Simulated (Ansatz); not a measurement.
Read the following structure.

```
Zn O
1.0
     3.23735    0.00000    0.00000
    -1.61868    2.80363    0.00000
     0.00000    0.00000    5.22206
Zn O
2 2
Direct
  0.66667 0.33333 0.50059
  0.33333 0.66667 0.00059
  0.66667 0.33333 0.87972
  0.33333 0.66667 0.37972
```

Characterise the structure given above.

Answer. The stoichiometry is ZnO. Space group P6_3mc (No. 186), lattice primitive hexagonal. Type of structure: wurtzite. Content of the cell: 2 Zn, 2 O (Z = 2). The coordination shell of Zn holds four O in a tetrahedral arrangement at 1.97 to 1.98 Å. The neighbours of O are four Zn in a tetrahedral arrangement at 1.97 to 1.98 Å. The bonds build a three-dimensional framework.

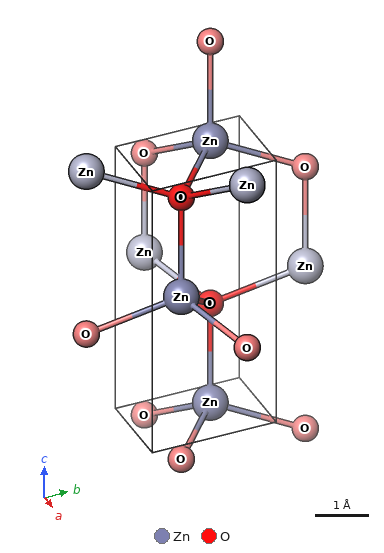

Structure drawing (ball-and-stick), viewed slightly off an axis. The conventional unit cell is outlined; an atom on or near a face, edge or corner is repeated at each equivalent position. The bonded neighbours beyond the faces are included, in fainter colours.

Its origin is a structure listed in the Materials Project. Earlier steps of the study, as a rule a relaxation of our own, may have changed the cell and positions, so they can lie some per cent off the listed ones. An electronic-structure calculation with Ansatz was run on it.
